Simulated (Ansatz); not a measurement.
MnO: single-point calculation (part 1 of 2)

- system: MnO (P6₃mc, 8 atoms in the cell)
- method: DFT PBE+U+J, scalar-relativistic, plane waves, PAW, U = 2 eV, J = 0.7 eV on Mn atom 1 d; U = 2 eV, J = 0.7 eV on Mn atom 2 d; U = 2 eV, J = 0.7 eV on Mn atom 5 d; U = 2 eV, J = 0.7 eV on Mn atom 6 d, spin-polarised (Ansatz 0.2.0)

The structure derives from an entry of the Crystallography Open Database. It belongs to a series of runs on one base structure; here: random orbitals: random, high filling. Figures and captions count atoms from 1; the log counts them from 0 in places.

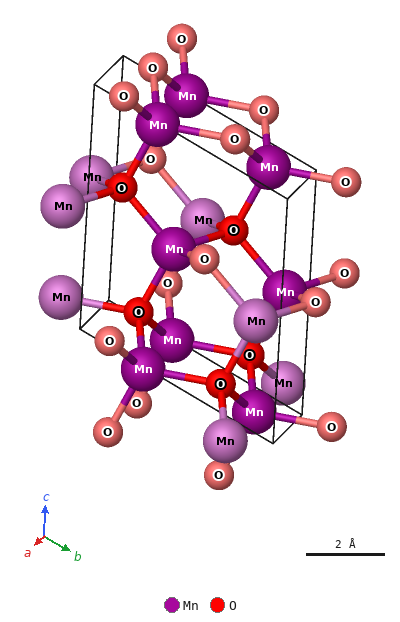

**Figure 1.** The structure as given in the input (ball-and-stick view of the reduced cell, seen slightly off an axis; neighbours outside the cell are drawn fainter).

### Input
```yaml
crystal:
  lattice:
    - [3.37170019, 0.0, 0.0]
    - [-1.68585009, 2.91997802, 5.38549882]
    - [0.0, 0.0, 10.77099764]
  atoms:
    - { symbol: Mn, position: [0.3333333333, 0.6666666667, 0.6721466666], spin: 5.0 }
    - { symbol: Mn, position: [0.6666666667, 0.3333333333, 0.0888133334], spin: 5.0 }
    - { symbol: O, position: [0.3333333333, 0.6666666667, 0.8544016667] }
    - { symbol: O, position: [0.6666666667, 0.3333333333, 0.2710683334] }
    - { symbol: Mn, position: [0.3333333333, 0.6666666667, 0.1721466667], spin: -5.0 }
    - { symbol: Mn, position: [0.6666666667, 0.3333333333, 0.5888133334], spin: -5.0 }
    - { symbol: O, position: [0.3333333333, 0.6666666667, 0.3544016666] }
    - { symbol: O, position: [0.6666666667, 0.3333333333, 0.7710683334] }
basis:
  ecutwfc: 420
  ecutrho_ratio: 4
kpoints:
  mp_grid: { grid: [6, 6, 6] }
hamiltonian:
  xc: pbe
  hubbard:
    sites:
      - { site: 0, l: d, u: 2.0, j: 0.7, starting_ns: [{ spin: up, occupation_matrix: s0up }, { spin: down, occupation_matrix: s0down }] }
      - { site: 1, l: d, u: 2.0, j: 0.7, starting_ns: [{ spin: up, occupation_matrix: s1up }, { spin: down, occupation_matrix: s1down }] }
      - { site: 4, l: d, u: 2.0, j: 0.7, starting_ns: [{ spin: up, occupation_matrix: s4up }, { spin: down, occupation_matrix: s4down }] }
      - { site: 5, l: d, u: 2.0, j: 0.7, starting_ns: [{ spin: up, occupation_matrix: s5up }, { spin: down, occupation_matrix: s5down }] }
    double_counting: amf
    occupation_matrices:
      s0up:
        matrix:
          - [0.97, 0.0, 0.0, 0.0, 0.0]
          - [0.0, 0.97, 0.0, 0.0, 0.0]
          - [0.0, 0.0, 0.97, 0.0, 0.0]
          - [0.0, 0.0, 0.0, 0.97, 0.0]
          - [0.0, 0.0, 0.0, 0.0, 0.97]
      s0down:
        matrix:
          - [0.02, 0.0, 0.0, 0.0, 0.0]
          - [0.0, 0.02, 0.0, 0.0, 0.0]
          - [0.0, 0.0, 0.02, 0.0, 0.0]
          - [0.0, 0.0, 0.0, 0.02, 0.0]
          - [0.0, 0.0, 0.0, 0.0, 0.02]
      s1up:
        matrix:
          - [0.97, 0.0, 0.0, 0.0, 0.0]
          - [0.0, 0.97, 0.0, 0.0, 0.0]
          - [0.0, 0.0, 0.97, 0.0, 0.0]
          - [0.0, 0.0, 0.0, 0.97, 0.0]
          - [0.0, 0.0, 0.0, 0.0, 0.97]
      s1down:
        matrix:
          - [0.02, 0.0, 0.0, 0.0, 0.0]
          - [0.0, 0.02, 0.0, 0.0, 0.0]
          - [0.0, 0.0, 0.02, 0.0, 0.0]
          - [0.0, 0.0, 0.0, 0.02, 0.0]
          - [0.0, 0.0, 0.0, 0.0, 0.02]
      s4up:
        matrix:
          - [0.02, 0.0, 0.0, 0.0, 0.0]
          - [0.0, 0.02, 0.0, 0.0, 0.0]
          - [0.0, 0.0, 0.02, 0.0, 0.0]
          - [0.0, 0.0, 0.0, 0.02, 0.0]
          - [0.0, 0.0, 0.0, 0.0, 0.02]
      s4down:
        matrix:
          - [0.97, 0.0, 0.0, 0.0, 0.0]
          - [0.0, 0.97, 0.0, 0.0, 0.0]
          - [0.0, 0.0, 0.97, 0.0, 0.0]
          - [0.0, 0.0, 0.0, 0.97, 0.0]
          - [0.0, 0.0, 0.0, 0.0, 0.97]
      s5up:
        matrix:
          - [0.02, 0.0, 0.0, 0.0, 0.0]
          - [0.0, 0.02, 0.0, 0.0, 0.0]
          - [0.0, 0.0, 0.02, 0.0, 0.0]
          - [0.0, 0.0, 0.0, 0.02, 0.0]
          - [0.0, 0.0, 0.0, 0.0, 0.02]
      s5down:
        matrix:
          - [0.97, 0.0, 0.0, 0.0, 0.0]
          - [0.0, 0.97, 0.0, 0.0, 0.0]
          - [0.0, 0.0, 0.97, 0.0, 0.0]
          - [0.0, 0.0, 0.0, 0.97, 0.0]
          - [0.0, 0.0, 0.0, 0.0, 0.97]
    ns_hold: { iters: 12 }
scf:
  occupations: { method: gaussian, width: 0.05 }
  lower_state_search: "off"
  max_iter: 150
output:
  forces: true
  stress: true
  eigenvalues: true
  populations: true
  hubbard:
    sites:
      - { site: 0, l: d }
      - { site: 1, l: d }
      - { site: 4, l: d }
      - { site: 5, l: d }
  write_density: true
  write_potential: true
  elf: true
  volumetric_format: npy
magnetization:
  spin_polarized: true
```

Run as:
```bash
ansatz run input.yaml --threads 4 --pin off --max-ram 6144MiB --backend cpu --events-out ev --progress --plain --runs-dir out
```

### Log
```
Mn: projections on atomic orbitals take those of the free atom [Ne] 3s2 3p6 3d5 4s2, of charge +0.00 (hamiltonian.pseudopotentials.projection_atoms); the dataset's partial waves leave at most 9.0e-7 of an orbital's norm unspanned inside its sphere
O: projections on atomic orbitals take those of the free atom [He] 2s2 2p4, of charge +0.00 (hamiltonian.pseudopotentials.projection_atoms); the dataset's partial waves leave at most 1.9e-8 of an orbital's norm unspanned inside its sphere
Engine: ansatz 0.2.0, x86_64-unknown-linux-gnu
Pseudopotentials: kind: paw
Pseudopotential: Mn, paw, valence charge 15, recommended cutoff 420 eV (normal), Mn.paw.azcp
Pseudopotential: O, paw, valence charge 6, recommended cutoff 420 eV (normal), O.paw.azcp
Functional definition: PBE
  parameter kappa = 0.804
  parameter beta = 0.06672455060314922
  exchange = pbe_x(kappa = kappa, mu = beta*pi^2/3)
  correlation = pbe_c(beta = beta)
Crystal: 8 atoms, lattice volume = 106.044 Å³
Basis set: ecut = 420 eV, 2117 PW (Γ), exchange–correlation on 48×90×144 points (8 copies of the dense FFT grid, shifted against one another)
Bands: 63, of which v1, the nominal top of the filled ones, is band 42 counted from 1 (41 counted from 0)
Symmetry: 2 space group operations
Space group: Cm (ITA 8), of the structure as read, at distance tolerance 4.7e-5 Å
Magnetic group: BNS 8.35 (UNI 42), of the structure as read, at distance tolerance 4.7e-5 Å
k-points: 68 of 216 (time reversal used)
Non-local potential: Mn, projectors of the file, l = 0: 3, l = 1: 2, l = 2: 3, l = 3: 1
Non-local potential: O, projectors of the file, l = 0: 2, l = 1: 2, l = 2: 1
PAW form: soft (Blöchl's): semilocal exchange-correlation on the pseudo side does not see the compensation charge
PAW one-centre angular grid: Mn, 590 points (default); XC on 64 Gauss nodes
PAW one-centre angular grid: O, 110 points (default); XC on 64 Gauss nodes
Initial density: superposition of atomic densities (chi_scale 0.1, normalization cell, long waves kept (reshape's long-wave potential 0.00 eV rms))
Starting moments: Σ|m| = 20 μB on 4 of 8 sites
Starting magnetic order: antiferromagnet; a translation exchanges its spin sublattices: spin-degenerate at every k-point
Initial wavefunctions: pseudopotential atomic-orbital guess
Functional: x = pbe(κ = 0.804, μ = 0.2195149727645171), c = pbe(β = 0.06672455060314922)
WARN: the translation (0, 0, 0.5) carries every atom to within crystal.symmetry.tolerance of an atom of its element with the starting moment reversed, but both spin channels are solved: site 0 translated lies 1.00e-10 (fractional; 1.08e-9 Å) from site 4 (counted from 0 in this solve's list of atoms, which can differ from the deck's where the deck declares a space group, asks for a supercell or sets defects), and one channel is solved only where every such distance is under 5.68e-14 (fractional). A two-channel solve makes about twice the Hamiltonian applications of a one-channel solve. Where the deck types every atom, coordinates typed digit for digit as the partner's plus the translation, between 0 and 1 (0.2553 and 0.7553), lie under that distance; relaxed ones, or ones converted from Cartesian, may not. crystal.symmetry.spin_inversion_symmetry: false solves both channels without this notice (see the input reference for what else it changes)
SCF iter   1: F=—  HF=-17872.319735 eV  |F-HF|=—  |Δ(HF+E_count)|=         —  Δρ=1.25e-1 (↑1.25e-1 ↓1.25e-1)  dr2=4.94e1  dr2_m=2.57e0  M=0.000 μB ∫|m|=16.183 μB  β_m=0.30  ethr=3.10e-3  ⟨swp⟩=5.0  Hψ=28088  notcnv=0  defer=285
preconditioner: auto → Resta (q_TF=auto, 2.624 Å⁻¹)  ε∞=6.8  [insulator: Δε(μ)=0.474 eV  Ē_g=10.833 eV  σ=0.050 eV  W_gap=1.00  n_scr=38 (ndim 8)  ℏωp=26.0 eV  f_vac=0.000  D(μ)=0.00/eV (n_scr^D=0)  ε∞_Penn≈6.8]
spin=Collinear: Resta preconditioning applied to the charge; magnetization (m = ρ↑ − ρ↓) channel mixes plain (no charge-response kernel on spin).
SCF iter   2: F=—  HF=-17865.427202 eV  |F-HF|=—  |Δ(HF+E_count)|=    6.89e0  Δρ=3.07e-2 (↑3.07e-2 ↓3.07e-2)  dr2=2.85e0  dr2_m=3.81e-1  M=0.000 μB ∫|m|=18.087 μB  β_m=0.30  ethr=3.10e-3  ⟨swp⟩=3.6  Hψ=18025  notcnv=0  defer=1782
SCF iter   3: F=—  HF=-17865.519715 eV  |F-HF|=—  |Δ(HF+E_count)|=   9.25e-2  Δρ=2.25e-2 (↑2.25e-2 ↓2.25e-2)  dr2=1.14e0  dr2_m=2.89e-1  M=0.000 μB ∫|m|=18.036 μB  β_m=0.30  ethr=3.10e-3  ⟨swp⟩=2.0  Hψ=10984  notcnv=0  defer=1800
SCF iter   4: F=—  HF=-17865.567423 eV  |F-HF|=—  |Δ(HF+E_count)|=   4.77e-2  Δρ=1.81e-2 (↑1.81e-2 ↓1.81e-2)  dr2=1.45e-1  dr2_m=2.58e-1  M=-0.000 μB ∫|m|=17.970 μB  β_m=0.30  ethr=1.36e-3  ⟨swp⟩=3.2  Hψ=11814  notcnv=0  defer=1800
SCF iter   5: F=—  HF=-17865.757634 eV  |F-HF|=—  |Δ(HF+E_count)|=   1.90e-1  Δρ=1.14e-2 (↑1.14e-2 ↓1.14e-2)  dr2=3.02e-2  dr2_m=1.19e-1  M=0.000 μB ∫|m|=18.022 μB  β_m=0.30  ethr=1.73e-4  ⟨swp⟩=3.2  Hψ=16255  notcnv=0  defer=1790
SCF iter   6: F=—  HF=-17865.831294 eV  |F-HF|=—  |Δ(HF+E_count)|=   7.37e-2  Δρ=8.53e-3 (↑8.53e-3 ↓8.53e-3)  dr2=1.16e-2  dr2_m=6.73e-2  M=-0.000 μB ∫|m|=18.026 μB  β_m=0.30  ethr=3.60e-5  ⟨swp⟩=2.1  Hψ=11068  notcnv=0  defer=1792
SCF iter   7: F=—  HF=-17865.869301 eV  |F-HF|=—  |Δ(HF+E_count)|=   3.80e-2  Δρ=6.02e-3 (↑6.02e-3 ↓6.02e-3)  dr2=5.54e-3  dr2_m=3.35e-2  M=0.000 μB ∫|m|=18.022 μB  β_m=0.30  ethr=1.39e-5  ⟨swp⟩=2.6  Hψ=13436  notcnv=0  defer=1792
Mixer restart at iter 7: flushing history
spin-set hold released at iteration 7 (site moments contracting): the magnetisation degrees of freedom join the quasi-Newton model from the next iteration; the mixer history was flushed
SCF iter   8: F=—  HF=-17865.890634 eV  |F-HF|=—  |Δ(HF+E_count)|=   2.13e-2  Δρ=4.52e-3 (↑4.52e-3 ↓4.52e-3)  dr2=8.15e-4  dr2_m=1.96e-2  M=-0.000 μB ∫|m|=18.033 μB  β_m=0.65  ethr=6.59e-6  ⟨swp⟩=2.0  Hψ=10047  notcnv=0  defer=1792
SCF iter   9: F=—  HF=-17865.917156 eV  |F-HF|=—  |Δ(HF+E_count)|=   2.65e-2  Δρ=1.32e-3 (↑1.32e-3 ↓1.32e-3)  dr2=5.59e-3  dr2_m=4.43e-5  M=0.000 μB ∫|m|=18.050 μB  β_m=0.54  ethr=9.70e-7  ⟨swp⟩=2.7  Hψ=13882  notcnv=0  defer=1792
SCF iter  10: F=—  HF=-17865.915943 eV  |F-HF|=—  |Δ(HF+E_count)|=   1.21e-3  Δρ=1.80e-4 (↑1.80e-4 ↓1.79e-4)  dr2=3.19e-5  dr2_m=2.19e-5  M=-0.000 μB ∫|m|=18.059 μB  β_m=0.73  ethr=9.70e-7  ⟨swp⟩=2.1  Hψ=13426  notcnv=0  defer=1792
SCF iter  11: F=—  HF=-17865.916086 eV  |F-HF|=—  |Δ(HF+E_count)|=   1.42e-4  Δρ=6.14e-5 (↑5.97e-5 ↓6.14e-5)  dr2=5.69e-6  dr2_m=1.90e-6  M=0.000 μB ∫|m|=18.059 μB  β_m=0.87  ethr=3.79e-8  ⟨swp⟩=2.0  Hψ=11571  notcnv=0  defer=1792
SCF iter  12: F=—  HF=-17865.916093 eV  |F-HF|=—  |Δ(HF+E_count)|=   7.07e-6  Δρ=4.60e-5 (↑4.40e-5 ↓4.60e-5)  dr2=6.72e-6  dr2_m=2.39e-7  M=-0.000 μB ∫|m|=18.060 μB  β_m=0.67  ethr=6.77e-9  ⟨swp⟩=2.0  Hψ=12218  notcnv=0  defer=1792
SCF iter  13: F=—  HF=-17865.916091 eV  |F-HF|=—  |Δ(HF+E_count)|=   1.18e-6  Δρ=1.07e-5 (↑1.07e-5 ↓1.01e-5)  dr2=4.80e-7  dr2_m=2.21e-8  M=0.000 μB ∫|m|=18.060 μB  β_m=0.67  ethr=6.77e-9  ⟨swp⟩=2.0  Hψ=10407  notcnv=0  defer=1792
Mixer restart at iter 13: flushing history
SCF iter  14: F=—  HF=-17865.916096 eV  |F-HF|=—  |Δ(HF+E_count)|=         —  Δρ=1.86e-5 (↑1.86e-5 ↓1.86e-5)  dr2=1.27e-6  dr2_m=2.94e-8  M=0.000 μB ∫|m|=18.060 μB  β_m=0.67  ethr=5.71e-10  ⟨swp⟩=2.0  Hψ=9729  notcnv=0  defer=1792
SCF iter  15: F=—  HF=-17865.935553 eV  |F-HF|=—  |Δ(HF+E_count)|=   1.95e-2  Δρ=2.52e-4 (↑2.52e-4 ↓2.48e-4)  dr2=1.69e-5  dr2_m=5.30e-5  M=-0.000 μB ∫|m|=18.050 μB  β_m=0.32  ethr=5.71e-10  ⟨swp⟩=4.3  Hψ=18522  notcnv=0  defer=1792
SCF iter  16: F=—  HF=-17865.937389 eV  |F-HF|=—  |Δ(HF+E_count)|=   1.84e-3  Δρ=1.96e-4 (↑1.93e-4 ↓1.96e-4)  dr2=7.30e-6  dr2_m=3.29e-5  M=0.000 μB ∫|m|=18.047 μB  β_m=0.91  ethr=5.71e-10  ⟨swp⟩=2.2  Hψ=16084  notcnv=0  defer=1776
SCF iter  17: F=—  HF=-17865.938674 eV  |F-HF|=—  |Δ(HF+E_count)|=   1.29e-3  Δρ=1.41e-4 (↑1.41e-4 ↓1.23e-4)  dr2=5.45e-5  dr2_m=2.48e-6  M=-0.000 μB ∫|m|=18.041 μB  β_m=0.69  ethr=5.71e-10  ⟨swp⟩=3.3  Hψ=18094  notcnv=0  defer=1776
SCF iter  18: F=—  HF=-17865.938665 eV  |F-HF|=—  |Δ(HF+E_count)|=   9.39e-6  Δρ=5.38e-5 (↑4.43e-5 ↓5.38e-5)  dr2=7.21e-6  dr2_m=3.93e-7  M=0.000 μB ∫|m|=18.041 μB  β_m=0.56  ethr=5.71e-10  ⟨swp⟩=3.0  Hψ=16385  notcnv=0  defer=1776
SCF iter  19: F=—  HF=-17865.938664 eV  |F-HF|=—  |Δ(HF+E_count)|=   1.01e-6  Δρ=1.18e-5 (↑1.15e-5 ↓1.18e-5)  dr2=4.26e-7  dr2_m=6.38e-9  M=-0.000 μB ∫|m|=18.041 μB  β_m=0.59  ethr=5.71e-10  ⟨swp⟩=2.0  Hψ=12625  notcnv=0  defer=1776
SCF iter  20: F=—  HF=-17865.938664 eV  |F-HF|=—  |Δ(HF+E_count)|=   3.47e-8  Δρ=5.37e-6 (↑5.37e-6 ↓5.12e-6)  dr2=1.18e-7  dr2_m=2.54e-9  M=0.000 μB ∫|m|=18.041 μB  β_m=0.66  ethr=5.08e-10  ⟨swp⟩=2.0  Hψ=9767  notcnv=0  defer=1776
SCF iter  21: F=-17865.938664 eV  HF=-17865.938664 eV  |F-HF|=3.09e-9  |Δ(HF+E_count)|=   5.21e-8  Δρ=4.05e-6 (↑4.05e-6 ↓2.42e-6)  dr2=4.55e-8  dr2_m=1.67e-9  M=-0.000 μB ∫|m|=18.041 μB  ethr=1.19e-10  ⟨swp⟩=12.2  Hψ=57170  notcnv=0
SCF 1 converged in 21 iterations: F = -17865.938664 eV  dr2 = 4.55e-8
  greatest PAW one-centre occupation: 1.003 electrons in one spin orbital (limit 2), on the Mn atom at site 1 (counted from 0), in its partial waves of l = 1
```

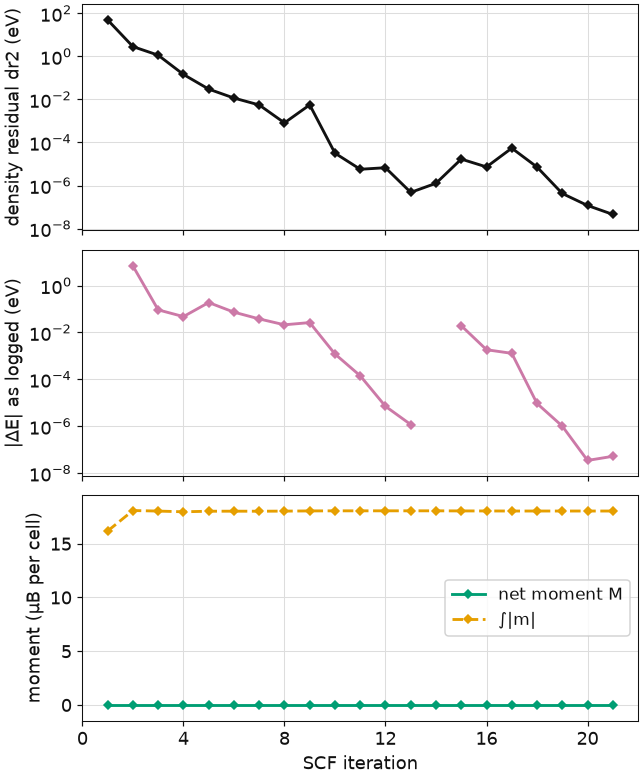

**Figure 2.** Convergence of the self-consistent field: density residual dr2, size of the energy change and magnetic moment against the SCF iteration. The residual falls unevenly and jumps up by a factor of two or more 4 times on the way down. The net moment stays at 0.0 μB per cell.

```
SCF converged after 21 iterations
Magnetization: -0.0000 μB (42.0000 up, 42.0000 down)
Absolute magnetization: 18.0453 μB (∫|ρ↑−ρ↓|, with the PAW one-centre terms)
Spin contamination: 9.2024 ħ² per cell (⟨S²⟩ above its minimum at these occupations)
Per-site moments (μB) at R_I (Å): [(3.6773287922217306, 0.8097656225815613), (3.6748979257957153, 0.8097656221372578), (0.09617854421792528, 0.8097656225815613), (0.00285967615468645, 0.8097656221372578), (-3.6773349229685377, 0.8097656216929536), (-3.6749037601809946, 0.8097656221372578), (-0.09618331566420518, 0.8097656216929536), (-0.0028648332921092563, 0.8097656221372578)]
Free energy (F): -17865.938664 eV
Harris-Foulkes:  -17865.938664 eV  (|F-HF|=3.09e-9)
Internal energy: -17865.938502 eV  (E = F + TS)
E sigma→0 (E₀):  -17865.938583 eV
Entropy (-TS):   -0.000162 eV (-0.020 meV/atom)
Fermi energy:    10.134153 eV
--- Per-component energies (eV) ---
  E_band       = -1231.982058
  E_kinetic    = 1894.244050
  E_local      = -10433.395573  (includes V_loc(G=0)·N_el)
  E_nonlocal   = 1201.727531
  E_hartree    = 4210.740980
  E_xc         = -737.155971
  E_vxc        = -941.452261  (∫ρ·V_xc dr)
  E_hubbard    = -0.024015  (on-site DFT+U / exact-exchange correction)
  E_vhub       = -0.048030  (the Hubbard potential's part of the band-sum identity)
  E_paw        = -5857.736852  (= ΣΔE_a)
  E_vpaw       = -1374.560407  (= ΣTr[D̂ρ^β])
  E_aug_tail   = 0.009617  (compensation charges beyond the density's cutoff)
  E_ewald      = -8144.348269
  E_smearing   = -0.000162  (= −TS)
  E_closure    = 0.000000  (closes the sum)
  Σ components = -17865.938664   (vs F -17865.938664, Δ=0.00e0)
--- DFT+U+J on-site energies (Liechtenstein; amf double counting; per corrected site; eV) ---
  site 0 (l=d): U=2.0000  J=0.7000  Tr N=5.3833  E_int=17.457602  E_dc=17.463825  E_U=-0.006223
  site 1 (l=d): U=2.0000  J=0.7000  Tr N=5.3857  E_int=17.484771  E_dc=17.490556  E_U=-0.005785
  site 4 (l=d): U=2.0000  J=0.7000  Tr N=5.3833  E_int=17.457829  E_dc=17.464052  E_U=-0.006223
  site 5 (l=d): U=2.0000  J=0.7000  Tr N=5.3857  E_int=17.485006  E_dc=17.490790  E_U=-0.005785
--- Specified on-site occupations, and those of the state reported ---
  electrons in the specified blocks: 19.8000 specified, 21.5381 found
  site 4 (l=d) ↑: largest change of an orbital's occupation 0.1175; electrons 0.1000 specified, 0.5120 found; spectral distance 0.1945
  site 0 (l=d) ↓: largest change of an orbital's occupation 0.1175; electrons 0.1000 specified, 0.5120 found; spectral distance 0.1945
  site 5 (l=d) ↑: largest change of an orbital's occupation 0.1153; electrons 0.1000 specified, 0.5149 found; spectral distance 0.1953
  site 1 (l=d) ↓: largest change of an orbital's occupation 0.1153; electrons 0.1000 specified, 0.5148 found; spectral distance 0.1953
  site 4 (l=d) ↓: largest change of an orbital's occupation 0.0238; electrons 4.8500 specified, 4.8713 found; spectral distance 0.0384
  site 0 (l=d) ↑: largest change of an orbital's occupation 0.0238; electrons 4.8500 specified, 4.8713 found; spectral distance 0.0384
  site 5 (l=d) ↓: largest change of an orbital's occupation 0.0228; electrons 4.8500 specified, 4.8709 found; spectral distance 0.0362
  site 1 (l=d) ↑: largest change of an orbital's occupation 0.0228; electrons 4.8500 specified, 4.8709 found; spectral distance 0.0362
```
